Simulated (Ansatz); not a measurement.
## Run report: Cu, geometry relaxation (part 1 of 2)

- system: Cu (4 atoms in the cell)
- method: DFT PBE, scalar-relativistic, plane waves, PAW, no spin polarisation (Ansatz 0.2.0)

The structure derives from an entry of the Crystallography Open Database. It belongs to a series of runs on one base structure; here: film's bulk on the substrate's plane, third vector and atoms relaxed. Figures and captions count atoms from 1; the log counts them from 0 in places.

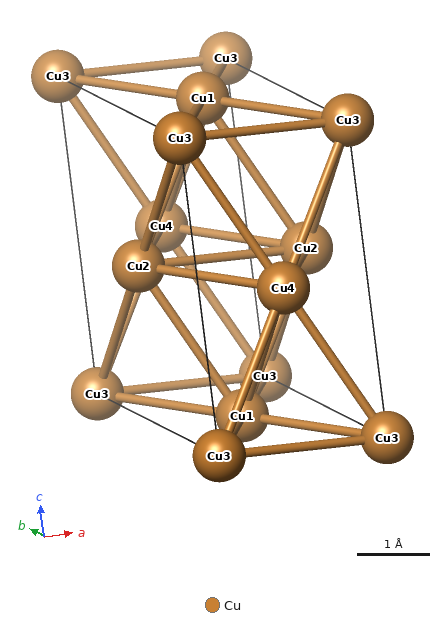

Fig. 1: The structure as given in the input (ball-and-stick view of the reduced cell, seen slightly off an axis; atoms are numbered from 1 in the order of the input). An atom can appear more than once, as a periodic image. Near neighbours in the periodic cell (some may lie outside the picture): Cu has 12 Cu at 2.55 to 2.60 Å.

## Summary

| quantity | value |
| --- | --- |
| outcome | converged |
| space group (tolerance 0.01 Å) | R-3m (166) |
| electrons treated | 76 |
| free energy | −26500.6867 eV |
| Fermi energy | 16.209 eV |
| gap on the k-point mesh | none (metallic) |
| pressure | −1.97 GPa |
| final volume | 48.56 Å³ |
| largest force (length of the vector) at the end | under 0.001 eV/Å |
| final cell | a = 5.201 Å, b = 5.201 Å, c = 2.556 Å, α = 59.54°, β = 120.46°, γ = 120.00° |
| hardware | 8 threads of Intel Xeon (Granite Rapids), 32 GiB of memory available, shared host |
| wall time | 15 s (CPU time 1.7 min) |
| peak memory | 0.97 GiB |

## The input
```yaml
crystal:
  lattice:
    - [5.2013076695, 0.0, 0.0]
    - [-2.6006538347, 4.5044645747, 0.0]
    - [-1.3003269174, 0.7507440958, 2.0627691543]
  atoms:
    - { symbol: Cu, position: [0.0, 0.5, 0.0] }
    - { symbol: Cu, position: [0.5, 0.5, 0.0] }
    - { symbol: Cu, position: [0.0, 0.0, 0.0] }
    - { symbol: Cu, position: [0.5, 0.0, 0.0] }
basis:
  ecutwfc: 420
kpoints:
  mp_grid: { grid: [9, 9, 17] }
hamiltonian:
  xc: pbe
scf:
  occupations: { method: gaussian, width: 0.1 }
output:
  forces: true
  stress: true
  eigenvalues: true
relax:
  adjacent_minimum: "off"
  f_tol: 0.01
  max_steps: 50
  cell: { fix: [a, b, gamma], stress_tol: 0.1 }
```

Command:
```bash
ansatz run input.yaml --threads 8 --pin off --max-ram 20480MiB --backend cpu --events-out ev --progress --plain --runs-dir out
```

## What the program printed
```
Engine: ansatz 0.2.0, x86_64-unknown-linux-gnu
Pseudopotentials: kind: paw
Pseudopotential: Cu, paw, valence charge 19, recommended cutoff 420 eV (normal), Cu.paw.azcp
Functional definition: PBE
  parameter kappa = 0.804
  parameter beta = 0.06672455060314922
  exchange = pbe_x(kappa = kappa, mu = beta*pi^2/3)
  correlation = pbe_c(beta = beta)
Crystal: 4 atoms, lattice volume = 48.329 Å³
Basis set: ecut = 420 eV, 947 PW (Γ), exchange–correlation on 72×72×36 points (8 copies of the dense FFT grid, shifted against one another)
Bands: 46, of which v1, the nominal top of the filled ones, is band 38 counted from 1 (37 counted from 0)
Symmetry: 16 space group operations
Space group: R-3m (ITA 166), of the structure as read, at distance tolerance 3.6e-5 Å
k-points: 385 of 1377
Non-local potential: Cu, projectors of the file, l = 0: 3, l = 1: 2, l = 2: 3, l = 3: 1
PAW form: soft (Blöchl's): semilocal exchange-correlation on the pseudo side does not see the compensation charge
PAW one-centre angular grid: Cu, 590 points (default); XC on 64 Gauss nodes
Initial density: superposition of atomic densities (neutral atoms: chi_scale 0, normalization atom), corrected by the library's trained network
Initial wavefunctions: pseudopotential atomic-orbital guess
Functional: x = pbe(κ = 0.804, μ = 0.2195149727645171), c = pbe(β = 0.06672455060314922)
SCF iter   1: F=—  HF=-26500.685445 eV  |F-HF|=—  |Δ(HF+E_count)|=         —  Δρ=8.83e-4  dr2=1.11e-4  ethr=1.77e-3  ⟨swp⟩=5.1  Hψ=55271  notcnv=0  defer=410
preconditioner: auto → Kerker (q_TF=auto, 2.942 Å⁻¹)  [metal: Δε(μ)=0.006 eV  Ē_g=10.353 eV  σ=0.100 eV  W_gap=0.03  n_scr=22 (ndim 8)  ℏωp=35.4 eV  f_vac=0.000  D(μ)=1.39/eV (n_scr^D=6)]
SCF iter   2: F=—  HF=-26500.685847 eV  |F-HF|=—  |Δ(HF+E_count)|=   4.02e-4  Δρ=5.33e-4  dr2=5.14e-5  ethr=1.46e-7  ⟨swp⟩=3.0  Hψ=44571  notcnv=0  defer=419
SCF iter   3: F=—  HF=-26500.685903 eV  |F-HF|=—  |Δ(HF+E_count)|=   5.66e-5  Δρ=1.81e-4  dr2=6.19e-6  ethr=6.77e-8  ⟨swp⟩=2.0  Hψ=25188  notcnv=0  defer=419
SCF iter   4: F=—  HF=-26500.685903 eV  |F-HF|=—  |Δ(HF+E_count)|=   3.82e-7  Δρ=5.42e-5  dr2=1.01e-6  ethr=8.14e-9  ⟨swp⟩=2.6  Hψ=29129  notcnv=0  defer=419
iter 5 did not close the SCF: its close was put off for the readings that it lacked (scf_convergence_deferred on its scf_iter line)
SCF iter   5: F=-26500.685903 eV  HF=-26500.685903 eV  |F-HF|=1.10e-9  |Δ(HF+E_count)|=   1.90e-7  Δρ=1.64e-5  dr2=9.35e-8  ethr=1.32e-9  ⟨swp⟩=2.2  Hψ=22534  notcnv=0  defer=419
SCF iter   6: F=-26500.685903 eV  HF=-26500.685903 eV  |F-HF|=3.93e-10  |Δ(HF+E_count)|=   2.08e-8  Δρ=4.55e-6  dr2=6.56e-9  ethr=1.23e-10  ⟨swp⟩=6.2  Hψ=69886  notcnv=0
SCF 1 converged in 6 iterations: F = -26500.685903 eV  dr2 = 6.56e-9
  greatest PAW one-centre occupation: 1.000 electrons in one spin orbital (limit 2), on the Cu atom at site 3 (counted from 0), in its partial waves of l = 0
relax step   1: F+E_penalty+E_count = -26500.68590325 eV  Δ(F+E_penalty+E_count) = +0.000e0 eV  max|allowed force component| = 3.155e-29 eV/Å  Δτ_max = 0.0000 Å  P = -1.321 GPa  Ω = 48.329 Å³  fix = [a, b, gamma]  reactions: a -2.520, b -2.520 GPa; gamma +1.343 GPa/rad  (6 SCF iters, dr2 threshold 1.00e-7 eV, accepted)
Crystal: 4 atoms, lattice volume = 48.418 Å³
Initial density: handed on by an earlier stage of this run
Initial wavefunctions: those handed on with the density
iter 1 solved again at ethr=1.98e-7 eV; its pass at ethr=3.10e-3 eV (dr2=1.50e-4 eV) is discarded
SCF iter   1: F=—  HF=-26500.686371 eV  |F-HF|=—  |Δ(HF+E_count)|=         —  Δρ=7.13e-4  dr2=1.54e-4  ethr=1.98e-7  ⟨swp⟩=2.0  Hψ=68057  notcnv=0
preconditioner: auto → Kerker (q_TF=auto, 2.941 Å⁻¹)  [metal: Δε(μ)=0.004 eV  Ē_g=10.343 eV  σ=0.100 eV  W_gap=0.02  n_scr=22 (ndim 8)  ℏωp=35.4 eV  f_vac=0.000  D(μ)=1.40/eV (n_scr^D=6)]
SCF iter   2: F=—  HF=-26500.686340 eV  |F-HF|=—  |Δ(HF+E_count)|=   3.09e-5  Δρ=1.61e-4  dr2=1.01e-5  ethr=1.98e-7  ⟨swp⟩=2.1  Hψ=23487  notcnv=0
SCF iter   3: F=—  HF=-26500.686335 eV  |F-HF|=—  |Δ(HF+E_count)|=   4.67e-6  Δρ=1.17e-4  dr2=5.51e-6  ethr=1.33e-8  ⟨swp⟩=2.2  Hψ=26691  notcnv=0
iter 4 did not close the SCF: its close was put off for the readings that it lacked (scf_convergence_deferred on its scf_iter line)
SCF iter   4: F=-26500.686335 eV  HF=-26500.686335 eV  |F-HF|=1.67e-7  |Δ(HF+E_count)|=   8.70e-7  Δρ=2.49e-5  dr2=1.28e-7  ethr=7.25e-9  ⟨swp⟩=2.0  Hψ=22071  notcnv=0
iter 5 did not close the SCF: its close was put off for the readings that it lacked (scf_convergence_deferred on its scf_iter line)
SCF iter   5: F=-26500.686335 eV  HF=-26500.686335 eV  |F-HF|=9.31e-10  |Δ(HF+E_count)|=   2.64e-7  Δρ=5.49e-6  dr2=1.14e-8  ethr=1.69e-10  ⟨swp⟩=2.0  Hψ=32369  notcnv=0
SCF iter   6: F=-26500.686335 eV  HF=-26500.686335 eV  |F-HF|=1.38e-10  |Δ(HF+E_count)|=   2.11e-9  Δρ=1.27e-6  dr2=5.96e-10  ethr=1.50e-11  ⟨swp⟩=2.0  Hψ=49552  notcnv=0
SCF 2 converged in 6 iterations: F = -26500.686335 eV  dr2 = 5.96e-10
relax step   2: F+E_penalty+E_count = -26500.68633486 eV  Δ(F+E_penalty+E_count) = -4.316e-4 eV  max|allowed force component| = 1.325e-28 eV/Å  Δτ_max = 0.0000 Å  P = -1.576 GPa  Ω = 48.418 Å³  energy of the carried Pulay correction = -6.916e-5 eV  fix = [a, b, gamma]  reactions: a -2.688, b -2.688 GPa; gamma +1.454 GPa/rad  (6 SCF iters, dr2 threshold 4.00e-7 eV, accepted)
Crystal: 4 atoms, lattice volume = 48.557 Å³
Basis set: ecut = 420 eV, 961 PW (Γ), exchange–correlation on 72×72×36 points (8 copies of the dense FFT grid, shifted against one another)
iter 1 solved again at ethr=4.92e-7 eV; its pass at ethr=3.10e-3 eV (dr2=3.74e-4 eV) is discarded
SCF iter   1: F=—  HF=-26500.686631 eV  |F-HF|=—  |Δ(HF+E_count)|=         —  Δρ=1.12e-3  dr2=3.79e-4  ethr=4.92e-7  ⟨swp⟩=2.0  Hψ=69105  notcnv=0
preconditioner: auto → Kerker (q_TF=auto, 2.940 Å⁻¹)  [metal: Δε(μ)=0.009 eV  Ē_g=10.318 eV  σ=0.100 eV  W_gap=0.05  n_scr=22 (ndim 8)  ℏωp=35.3 eV  f_vac=0.000  D(μ)=1.40/eV (n_scr^D=6)]
SCF iter   2: F=—  HF=-26500.686559 eV  |F-HF|=—  |Δ(HF+E_count)|=   7.18e-5  Δρ=2.57e-4  dr2=2.54e-5  ethr=4.92e-7  ⟨swp⟩=2.1  Hψ=23485  notcnv=0
SCF iter   3: F=—  HF=-26500.686547 eV  |F-HF|=—  |Δ(HF+E_count)|=   1.17e-5  Δρ=1.86e-4  dr2=1.38e-5  ethr=3.35e-8  ⟨swp⟩=2.2  Hψ=26458  notcnv=0
SCF iter   4: F=—  HF=-26500.686545 eV  |F-HF|=—  |Δ(HF+E_count)|=   2.18e-6  Δρ=3.89e-5  dr2=3.20e-7  ethr=1.82e-8  ⟨swp⟩=2.0  Hψ=22104  notcnv=0
iter 5 did not close the SCF: its close was put off for the readings that it lacked (scf_convergence_deferred on its scf_iter line)
SCF iter   5: F=-26500.686546 eV  HF=-26500.686546 eV  |F-HF|=6.55e-10  |Δ(HF+E_count)|=   6.61e-7  Δρ=8.27e-6  dr2=2.51e-8  ethr=4.20e-10  ⟨swp⟩=2.0  Hψ=32368  notcnv=0
SCF iter   6: F=-26500.686546 eV  HF=-26500.686546 eV  |F-HF|=2.76e-10  |Δ(HF+E_count)|=   5.98e-9  Δρ=1.98e-6  dr2=1.48e-9  ethr=3.31e-11  ⟨swp⟩=2.1  Hψ=54152  notcnv=0
SCF 3 converged in 6 iterations: F = -26500.686546 eV  dr2 = 1.48e-9
relax step   3: F+E_penalty+E_count = -26500.68654573 eV  Δ(F+E_penalty+E_count) = -2.109e-4 eV  max|allowed force component| = 2.367e-29 eV/Å  Δτ_max = 0.0000 Å  P = -1.964 GPa  Ω = 48.557 Å³  energy of the carried Pulay correction = -1.763e-4 eV  fix = [a, b, gamma]  reactions: a -2.948, b -2.948 GPa; gamma +1.650 GPa/rad  (6 SCF iters, dr2 threshold 4.00e-7 eV, accepted)
Initial wavefunctions: pseudopotential atomic-orbital guess (no wavefunctions were taken with the density)
iter 1 solved again at ethr=2.98e-9 eV; its pass at ethr=3.10e-3 eV (dr2=2.26e-6 eV) is discarded
SCF iter   1: F=—  HF=-26500.686453 eV  |F-HF|=—  |Δ(HF+E_count)|=         —  Δρ=4.37e-4  dr2=1.92e-6  ethr=2.98e-9  ⟨swp⟩=3.7  Hψ=110444  notcnv=0
preconditioner: auto → Kerker (q_TF=auto, 2.940 Å⁻¹)  [metal: Δε(μ)=0.007 eV  Ē_g=10.312 eV  σ=0.100 eV  W_gap=0.04  n_scr=22 (ndim 8)  ℏωp=35.3 eV  f_vac=0.000  D(μ)=1.41/eV (n_scr^D=6)]
SCF iter   2: F=—  HF=-26500.686643 eV  |F-HF|=—  |Δ(HF+E_count)|=   1.89e-4  Δρ=2.23e-4  dr2=5.22e-7  ethr=2.53e-9  ⟨swp⟩=1.0  Hψ=17710  notcnv=0
SCF iter   3: F=—  HF=-26500.686710 eV  |F-HF|=—  |Δ(HF+E_count)|=   6.69e-5  Δρ=6.57e-6  dr2=5.96e-9  ethr=6.87e-10  ⟨swp⟩=1.0  Hψ=17749  notcnv=0
SCF iter   4: F=—  HF=-26500.686710 eV  |F-HF|=—  |Δ(HF+E_count)|=   1.01e-8  Δρ=1.52e-6  dr2=8.08e-10  ethr=7.84e-12  ⟨swp⟩=2.0  Hψ=32242  notcnv=0
iter 5 did not close the SCF: its close was put off for the readings that it lacked (scf_convergence_deferred on its scf_iter line)
SCF iter   5: F=-26500.686710 eV  HF=-26500.686710 eV  |F-HF|=4.00e-11  |Δ(HF+E_count)|=  5.68e-10  Δρ=4.46e-7  dr2=3.28e-11  ethr=1.06e-12  ⟨swp⟩=2.0  Hψ=25316  notcnv=0
SCF iter   6: F=-26500.686710 eV  HF=-26500.686710 eV  |F-HF|=7.28e-12  |Δ(HF+E_count)|=  4.37e-11  Δρ=9.53e-8  dr2=3.09e-12  ethr=1.00e-12  ⟨swp⟩=3.0  Hψ=59713  notcnv=0
SCF 4 converged in 6 iterations: F = -26500.686710 eV  dr2 = 3.09e-12
relax step   4: F+E_penalty+E_count = -26500.68670981 eV  Δ(F+E_penalty+E_count) = -1.641e-4 eV  max|allowed force component| = 2.288e-29 eV/Å  Δτ_max = 0.0000 Å  P = -1.969 GPa  Ω = 48.557 Å³  fix = [a, b, gamma]  reactions: a -2.951, b -2.951 GPa; gamma +1.653 GPa/rad  stress off target by 3.53e-2 GPa on what of the cell is left free  SCF on the basis re-selected at this cell (its energy is not comparable with the rows above)  (6 SCF iters)
```

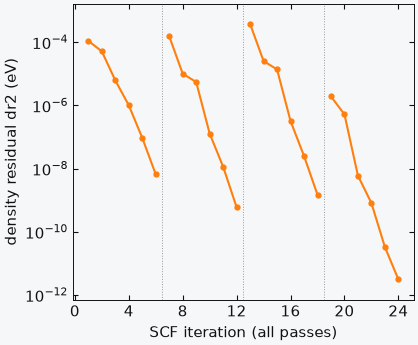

Fig. 2: Convergence of the self-consistent field: density residual dr2 against the SCF iteration. The dotted lines part the SCF passes of the relaxation: geometry steps, rejected trials and re-solves on a re-selected basis. The passes take 6, 6, 6 and 6 iterations.

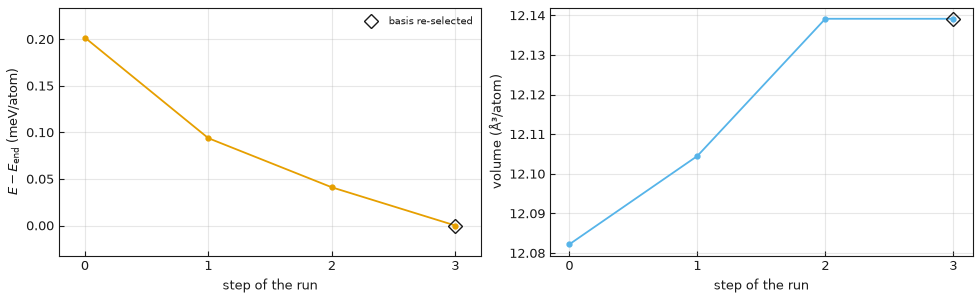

Fig. 3: Progress of the relaxation, step by step (the first geometry is step 0 here and step 1 in the log).
